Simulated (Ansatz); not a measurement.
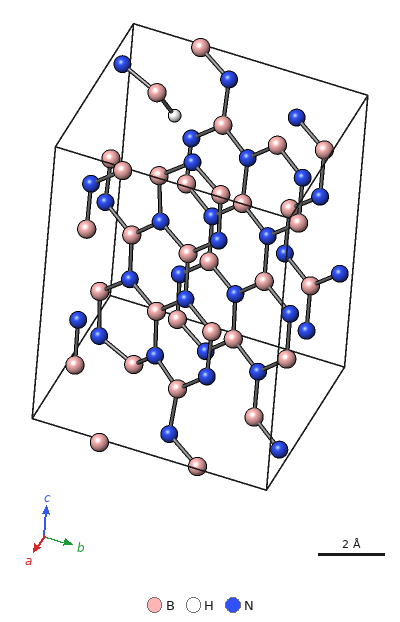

Figure 1. The structure (ball-and-stick view of the cell of the calculation, seen at an oblique angle). An atom can appear more than once, as a periodic image. Near neighbours in the periodic cell (some may lie outside the picture): B has 3 N at 1.42 to 1.49 Å; B has 2 N at 1.44 to 1.50 Å; B has 1 H at 1.19 Å and 2 N at 1.45 Å; H has 1 B at 1.19 Å; N has 3 B at 1.42 to 1.50 Å.

**Single-point calculation of B24HN23 (charge −1) (part 1 of 2)**

- system: B24HN23 (defect cell, 48 atoms in the cell, total charge −1)
- method: DFT PBE, scalar-relativistic, plane waves, PAW, spin-polarised (Ansatz 0.2.0)

The structure derives from an entry of the Crystallography Open Database.

What the program printed:
```
Engine: ansatz 0.2.0, aarch64-unknown-linux-gnu
Pseudopotentials: kind: paw
Pseudopotential: B, paw, valence charge 3, recommended cutoff 420 eV (normal), B.paw.azcp
Pseudopotential: H, paw, valence charge 1, recommended cutoff 420 eV (normal), H.paw.azcp
Pseudopotential: N, paw, valence charge 5, recommended cutoff 420 eV (normal), N.paw.azcp
Functional definition: PBE
  parameter kappa = 0.804
  parameter beta = 0.06672455060314922
  exchange = pbe_x(kappa = kappa, mu = beta*pi^2/3)
  correlation = pbe_c(beta = beta)
Crystal: 48 atoms, lattice volume = 430.395 Å³
Basis set: ecut = 420 eV, 8413 PW (Γ), exchange–correlation on 108×108×120 points (8 copies of the dense FFT grid, shifted against one another)
Bands: 143, of which v1, the nominal top of the filled ones, is band 95 counted from 1 (94 counted from 0)
Symmetry: 1 space group operations
Space group: P1 (ITA 1), of the structure as read, at distance tolerance 7.6e-5 Å
Magnetic group: BNS 1.1 (UNI 1), of the structure as read, at distance tolerance 7.6e-5 Å
k-points: 8
Non-local potential: B, projectors of the file, l = 0: 2, l = 1: 2, l = 2: 1
Non-local potential: H, projectors of the file, l = 0: 2, l = 1: 1
Non-local potential: N, projectors of the file, l = 0: 2, l = 1: 2, l = 2: 1
PAW form: soft (Blöchl's): semilocal exchange-correlation on the pseudo side does not see the compensation charge
PAW one-centre angular grid: B, 110 points (default); XC on 64 Gauss nodes
PAW one-centre angular grid: H, 110 points (default); XC on 64 Gauss nodes
PAW one-centre angular grid: N, 110 points (default); XC on 64 Gauss nodes
Starting moments: Σ|m| = 0.8 μB on 4 of 48 sites
Initial wavefunctions: pseudopotential atomic-orbital guess
Functional: x = pbe(κ = 0.804, μ = 0.2195149727645171), c = pbe(β = 0.06672455060314922)
SCF iter   1: F=—  HF=-12662.378599 eV  |F-HF|=—  |Δ(HF+E_count)|=         —  Δρ=6.90e-2 (↑6.80e-2 ↓6.90e-2)  dr2=7.91e1  dr2_m=3.15e-2  M=0.463 μB ∫|m|=0.503 μB  β_m=0.30  ethr=3.10e-3  ⟨swp⟩=6.1  Hψ=10487  notcnv=0  defer=268
preconditioner: auto → Kerker (q_TF=auto, 2.379 Å⁻¹)  [metal: Δε(μ)=0.034 eV  Ē_g=16.590 eV  σ=0.050 eV  W_gap=0.35  n_scr=90 (ndim 8)  ℏωp=24.6 eV  f_vac=0.000  D(μ)=5.75/eV (n_scr^D=26)]
spin=Collinear: Kerker preconditioning applied to the charge; magnetization (m = ρ↑ − ρ↓) channel mixes plain (no charge-response kernel on spin).
SCF iter   2: F=—  HF=-12647.203102 eV  |F-HF|=—  |Δ(HF+E_count)|=    1.52e1  Δρ=4.47e-2 (↑4.39e-2 ↓4.47e-2)  dr2=3.49e1  dr2_m=1.62e-2  M=0.406 μB ∫|m|=0.450 μB  β_m=0.30  ethr=3.10e-3  ⟨swp⟩=2.2  Hψ=4164  notcnv=0  defer=678
SCF iter   3: F=—  HF=-12636.586291 eV  |F-HF|=—  |Δ(HF+E_count)|=    1.06e1  Δρ=2.01e-2 (↑1.95e-2 ↓2.01e-2)  dr2=6.20e0  dr2_m=1.09e-2  M=0.186 μB ∫|m|=0.275 μB  β_m=0.30  ethr=3.10e-3  ⟨swp⟩=3.4  Hψ=3310  notcnv=0  defer=678
SCF iter   4: F=—  HF=-12634.515520 eV  |F-HF|=—  |Δ(HF+E_count)|=    2.07e0  Δρ=5.42e-3 (↑5.25e-3 ↓5.42e-3)  dr2=5.97e-1  dr2_m=6.73e-3  M=0.126 μB ∫|m|=0.211 μB  β_m=0.30  ethr=3.10e-3  ⟨swp⟩=3.3  Hψ=4201  notcnv=0  defer=671
SCF iter   5: F=—  HF=-12634.532311 eV  |F-HF|=—  |Δ(HF+E_count)|=   1.68e-2  Δρ=4.88e-3 (↑4.86e-3 ↓4.88e-3)  dr2=3.69e-1  dr2_m=4.10e-3  M=0.094 μB ∫|m|=0.174 μB  β_m=0.30  ethr=3.16e-4  ⟨swp⟩=2.0  Hψ=1688  notcnv=0  defer=671
SCF iter   6: F=—  HF=-12634.666392 eV  |F-HF|=—  |Δ(HF+E_count)|=   1.34e-1  Δρ=1.56e-3 (↑1.42e-3 ↓1.56e-3)  dr2=2.69e-2  dr2_m=2.59e-3  M=0.064 μB ∫|m|=0.138 μB  β_m=0.30  ethr=1.95e-4  ⟨swp⟩=2.9  Hψ=2593  notcnv=0  defer=671
SCF iter   7: F=—  HF=-12634.674923 eV  |F-HF|=—  |Δ(HF+E_count)|=   8.53e-3  Δρ=1.25e-3 (↑1.15e-3 ↓1.25e-3)  dr2=1.70e-2  dr2_m=1.64e-3  M=0.047 μB ∫|m|=0.115 μB  β_m=0.30  ethr=1.42e-5  ⟨swp⟩=1.6  Hψ=1916  notcnv=0  defer=671
SCF iter   8: F=—  HF=-12634.685267 eV  |F-HF|=—  |Δ(HF+E_count)|=   1.03e-2  Δρ=6.22e-4 (↑5.99e-4 ↓6.22e-4)  dr2=4.21e-3  dr2_m=1.06e-3  M=0.034 μB ∫|m|=0.095 μB  β_m=0.30  ethr=8.99e-6  ⟨swp⟩=2.0  Hψ=3001  notcnv=0  defer=671
Mixer restart at iter 8: flushing history
spin-set hold released at iteration 8 (site moments contracting): the magnetisation degrees of freedom join the quasi-Newton model from the next iteration; the mixer history was flushed
SCF iter   9: F=—  HF=-12634.686171 eV  |F-HF|=—  |Δ(HF+E_count)|=   9.05e-4  Δρ=4.87e-4 (↑4.71e-4 ↓4.87e-4)  dr2=3.13e-3  dr2_m=6.90e-4  M=0.026 μB ∫|m|=0.080 μB  β_m=0.63  ethr=2.23e-6  ⟨swp⟩=1.7  Hψ=2148  notcnv=0  defer=667
preconditioner: auto → Resta (q_TF=auto, 2.379 Å⁻¹)  ε∞=3.5  [insulator: Δε(μ)=0.090 eV  Ē_g=15.668 eV  σ=0.050 eV  W_gap=0.80  n_scr=90 (ndim 8)  ℏωp=24.6 eV  f_vac=0.014  D(μ)=1.38/eV (n_scr^D=0)  ε∞_Penn≈3.5]
spin=Collinear: Resta preconditioning applied to the charge; magnetization (m = ρ↑ − ρ↓) channel mixes plain (no charge-response kernel on spin).
SCF iter  10: F=—  HF=-12634.687922 eV  |F-HF|=—  |Δ(HF+E_count)|=   1.75e-3  Δρ=1.47e-4 (↑1.47e-4 ↓1.34e-4)  dr2=3.96e-4  dr2_m=3.76e-5  M=0.005 μB ∫|m|=0.026 μB  β_m=0.70  ethr=1.66e-6  ⟨swp⟩=2.2  Hψ=2808  notcnv=0  defer=667
SCF iter  11: F=—  HF=-12634.688045 eV  |F-HF|=—  |Δ(HF+E_count)|=   1.23e-4  Δρ=6.21e-5 (↑5.88e-5 ↓6.21e-5)  dr2=4.10e-5  dr2_m=7.28e-6  M=0.000 μB ∫|m|=0.009 μB  β_m=0.83  ethr=2.10e-7  ⟨swp⟩=2.2  Hψ=3056  notcnv=0  defer=667
SCF iter  12: F=—  HF=-12634.688105 eV  |F-HF|=—  |Δ(HF+E_count)|=   6.05e-5  Δρ=1.96e-5 (↑1.96e-5 ↓1.89e-5)  dr2=5.03e-6  dr2_m=3.03e-7  M=0.000 μB ∫|m|=0.003 μB  β_m=0.76  ethr=2.17e-8  ⟨swp⟩=2.0  Hψ=3482  notcnv=0  defer=667
SCF iter  13: F=—  HF=-12634.688106 eV  |F-HF|=—  |Δ(HF+E_count)|=   7.07e-7  Δρ=7.64e-6 (↑7.64e-6 ↓6.60e-6)  dr2=3.51e-7  dr2_m=9.82e-8  M=0.000 μB ∫|m|=0.002 μB  β_m=0.84  ethr=2.66e-9  ⟨swp⟩=2.0  Hψ=3136  notcnv=0  defer=667
SCF iter  14: F=—  HF=-12634.688106 eV  |F-HF|=—  |Δ(HF+E_count)|=   5.45e-7  Δρ=1.99e-6 (↑1.88e-6 ↓1.99e-6)  dr2=3.01e-8  dr2_m=9.98e-9  M=-0.000 μB ∫|m|=0.000 μB  β_m=0.91  ethr=5.29e-11  ⟨swp⟩=20.8  Hψ=18737  notcnv=0
SCF iter  15: F=—  HF=-12634.688106 eV  |F-HF|=—  |Δ(HF+E_count)|=   4.32e-8  Δρ=7.18e-7 (↑6.48e-7 ↓7.18e-7)  dr2=7.02e-9  dr2_m=8.67e-10  M=-0.000 μB ∫|m|=0.000 μB  β_m=0.87  ethr=1.59e-11  ⟨swp⟩=3.2  Hψ=5633  notcnv=0
SCF iter  16: F=-12634.688106 eV  HF=-12634.688106 eV  |F-HF|=2.40e-10  |Δ(HF+E_count)|=   1.84e-9  Δρ=2.71e-7 (↑2.71e-7 ↓2.43e-7)  dr2=8.14e-10  dr2_m=1.21e-10  M=0.000 μB ∫|m|=0.000 μB  ethr=3.72e-12  ⟨swp⟩=3.0  Hψ=4789  notcnv=0
SCF 1 converged in 16 iterations: F = -12634.688106 eV  dr2 = 8.14e-10
  greatest PAW one-centre occupation: 0.800 electrons in one spin orbital (limit 2), on the N atom at site 33 (counted from 0), in its partial waves of l = 0
```

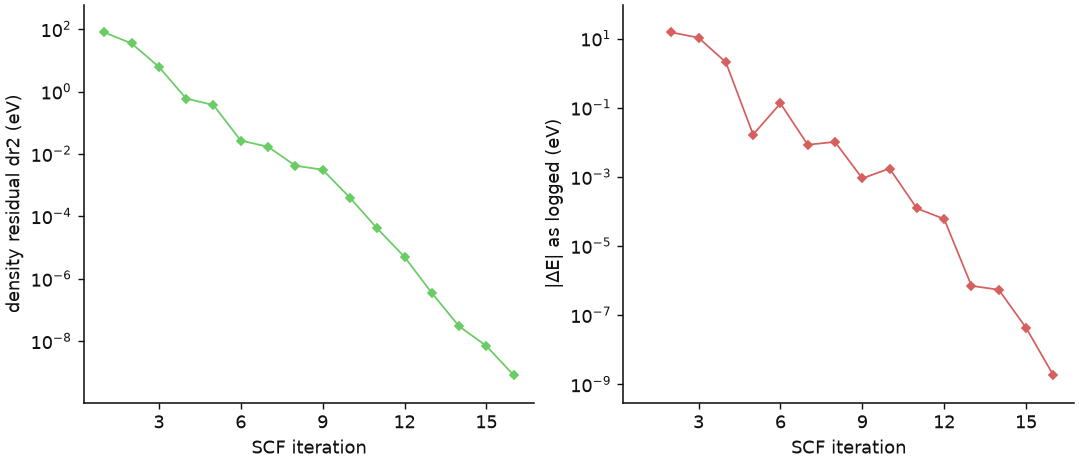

Figure 2. Convergence of the self-consistent field: density residual dr2 and size of the energy change against the SCF iteration. The residual falls at every step.

```
WARN: the starting moments were not kept: the SCF closed with an absolute magnetisation of 5.5e-5 μB, where they sum to 0.8 μB in size (4 sites). That is at most 0.1 of that sum. Measured as dr2_m measures the in/out step, that magnetisation stands 6.3e-11 eV from none, at or under the dr2_threshold of 1.0e-7 eV: it is no larger than a step whose dr2_m would equal this threshold. The system may hold no moment; this SCF shows only that its start led to no more than that. To try another start: raise the starting moments (crystal.atoms[].spin, magnetization.per_species, magnetization.initial_magnetization, or on a non-collinear deck that types none of these the spinor_matrix: blocks that start its atoms; where the total moment is fixed, keep their sum and leave initial_magnetization as it is; typed ones take the place of any that the run laid by itself, positive ones on a crystal's lanthanoids without a Hubbard term where scf.initial_density.shell_occupations: [] is typed) or, if the notice of its spin-set hold's release reads "site moments contracting" or "site moments show no strong build", lengthen the hold (scf.mixing.spin_hold: { on: { confirm: 4 } }; for m-r²SCAN on two components see the key's manual first). Each may lead to a state that holds a moment. A second SCF, from the converged charge density, with the starting moments and any scf.initial_density.shell_occupations laid on it anew, would have followed, and was not run: the deck does not ask for one (magnetization.retry_lost_moments is false, the default). To let it run, set magnetization.retry_lost_moments: true and run the deck again, where that key's refused combinations let it; where memory then withholds it, that run's warning says so.
SCF converged after 16 iterations
Magnetization: 0.0000 μB (94.5000 up, 94.5000 down)
Absolute magnetization: 0.0001 μB (∫|ρ↑−ρ↓|, with the PAW one-centre terms)
Spin contamination: 0.0000 ħ² per cell (⟨S²⟩ above its minimum at these occupations)
Per-site moments (μB) at R_I (Å): [(-3.6103157626475793e-7, 0.5948715953704632), (-8.480250374339218e-7, 0.5955773732198718), (-6.661639602743225e-7, 0.5951121020432077), (-3.382964531620009e-7, 0.5949222802470231), (-3.294074565639393e-7, 0.5950764665239444), (-3.130995951585398e-7, 0.5951547853997474), (-2.0442824860092833e-7, 0.5951099012769534), (-3.691370070753312e-7, 0.5950057013899273), (-3.894417173556124e-7, 0.5950277266350733), (-3.147805908446862e-7, 0.5948823732365807), (-6.980119102516706e-7, 0.5949375102786335), (-3.3227959321448797e-7, 0.5948175733816689), (1.0193288843521055e-6, 0.5934478798523457), (-2.687878254065243e-7, 0.5911097336190907), (4.920454029118311e-7, 0.5932527005475968), (-1.3237864109644486e-7, 0.5926359357967167), (-2.762615451860121e-7, 0.5971239119123689), (7.8752782919667e-7, 0.5861910878245723), (3.0695305468375485e-7, 0.5913822253942154), (-6.052163787070963e-7, 0.5926552316086624), (-2.6127722087991667e-7, 0.5916214654477749), (1.0024128160299315e-7, 0.5910345431299073), (-3.8737524115884897e-7, 0.5973526170580452), (-1.9892611460000895e-7, 0.4894990674320176), (2.888197240234153e-7, 0.4894990674320176), (5.064264214429578e-7, 0.5926359357967167), (2.072740749412905e-7, 0.6010707297595416), (-5.869152303788248e-7, 0.5934478798523457), (6.727391905575864e-8, 0.5953775447640796), (-1.4664949806816758e-7, 0.5932527005475968), (-7.092421037663495e-7, 0.5861910878245723), (5.421969639992855e-7, 0.5926552316086624), (7.710527048329787e-7, 0.5951942503316593), (1.40028021636365e-8, 0.5910345431299073), (2.0344963487205036e-8, 0.6007404524264572), (6.556631992021039e-7, 0.5911097336190907), (9.444905736902356e-7, 0.5949222802470231), (1.195625201173404e-6, 0.5950803512954662), (8.99196665227207e-7, 0.5951547853997474), (9.247449301615715e-7, 0.5949991947609516), (8.078906403382766e-7, 0.5950764665239444), (5.519988571077018e-7, 0.5952207457537484), (5.544800933507941e-7, 0.5951099012769534), (6.455390960945504e-7, 0.5951584342007482), (5.426398163356366e-7, 0.5951836268943899), (8.667743174983607e-7, 0.5950057013899273), (1.2528480358408826e-6, 0.5949375102786335), (5.755588914210028e-7, 0.5948175733816689)]
Free energy (F): -12634.688106 eV
Harris-Foulkes:  -12634.688106 eV  (|F-HF|=2.40e-10)
Internal energy: -12634.687273 eV  (E = F + TS)
E sigma→0 (E₀):  -12634.687690 eV
Entropy (-TS):   -0.000833 eV (-0.017 meV/atom)
Fermi energy:    8.785706 eV
--- Per-component energies (eV) ---
  E_band       = -445.821699
  E_kinetic    = 4291.525576
  E_local      = -8121.066691  (includes V_loc(G=0)·N_el)
  E_nonlocal   = 1344.884947
  E_hartree    = 2628.793750
  E_xc         = -2168.555581
  E_vxc        = -2689.754397  (∫ρ·V_xc dr)
  E_paw        = -4836.193577  (= ΣΔE_a)
  E_vpaw       = -528.999509  (= ΣTr[D̂ρ^β])
  E_aug_tail   = 0.000906  (compensation charges beyond the density's cutoff)
  E_ewald      = -5774.076603
  E_smearing   = -0.000833  (= −TS)
  E_closure    = -0.000000  (closes the sum)
  E_deformation_potential = -13.503979  (in the stress; not in F)
  Σ components = -12634.688106   (vs F -12634.688106, Δ=0.00e0)
--- Forces (eV/Å), atoms counted from 1 ---
  atom   1  B      0.10446716     0.00695098     0.14953926
  atom   2  B     -0.04989836    -0.10319266    -0.02917646
  atom   3  B      0.00088519    -0.12801151    -0.07314432
  atom   4  B     -0.08383384    -0.10087181     0.02519525
  atom   5  B     -0.06452548    -0.12425382    -0.03038453
  atom   6  B     -0.09332741    -0.12539549     0.13381413
  atom   7  B     -0.09846145    -0.03208374     0.01911844
  atom   8  B     -0.12473494    -0.03524075     0.00675587
  atom   9  B     -0.04876015     0.04045285     0.03988734
  atom  10  B      0.00319344    -0.03573229     0.05197837
  atom  11  B      0.00857919     0.07615022    -0.04080253
  atom  12  B     -0.02260131     0.06840029    -0.05095772
  atom  13  B     -0.71541512     0.79234693    -0.05981620
  atom  14  B      0.24735887     0.22329696     0.10856894
  atom  15  B      0.32888119    -1.01431733    -0.07354471
  atom  16  B     -0.28591842     0.35253461     0.02547457
  atom  17  B      0.04228780    -0.16020702    -0.03545232
  atom  18  B     -0.09878601    -0.06798719     0.04200666
  atom  19  B      0.05205535     0.17715587    -0.06033671
  atom  20  B      0.19226556    -0.41347563    -0.00736300
  atom  21  B      0.18756926    -0.00262729    -0.08594138
  atom  22  B      0.32941859     0.10707866     0.08293640
  atom  23  B     -0.15181324     0.11486335     0.00967992
  atom  24  B      0.31454338     0.22469231     0.18731978
  atom  25  H     -0.20042163    -0.10866763     0.06363870
  atom  26  N      0.01573672    -0.16474994    -0.04719631
  atom  27  N     -0.44503696     0.21293816     0.04825819
  atom  28  N      0.50098331     0.13514077    -0.01398023
  atom  29  N      0.02323820     0.01895107     0.02076493
  atom  30  N      0.39573650     0.40852610     0.00189655
  atom  31  N      0.18781158     0.08443357     0.03630838
  atom  32  N     -0.18493410     0.08232672    -0.01592792
  atom  33  N      0.02811768     0.00738916     0.03081334
  atom  34  N     -0.10524022    -0.13414937    -0.09754001
  atom  35  N     -0.02536925    -0.49203478     0.03079814
  atom  36  N     -0.17949902    -0.03749395    -0.11459537
  atom  37  N     -0.04293177    -0.09699894    -0.13350368
  atom  38  N     -0.00774684    -0.05078445     0.03212201
  atom  39  N     -0.09462542     0.05810657    -0.16222196
  atom  40  N      0.02020720     0.09158792     0.03322072
  atom  41  N      0.02950866     0.10253423     0.04349475
  atom  42  N      0.03645806     0.07816967    -0.03643260
  atom  43  N      0.02334214     0.03063228    -0.00458481
  atom  44  N      0.03718124     0.02570322    -0.03021589
  atom  45  N     -0.00904823    -0.01753689     0.00979729
  atom  46  N     -0.05242957    -0.01347868    -0.01645731
  atom  47  N      0.06165470    -0.05582131     0.03921530
  atom  48  N      0.01388008    -0.00524720    -0.05302933
  max |Σ_I F_I| component: 2.77e-6 eV/Å
--- Band table (eV; the first three rows and the last of 16) ---
```
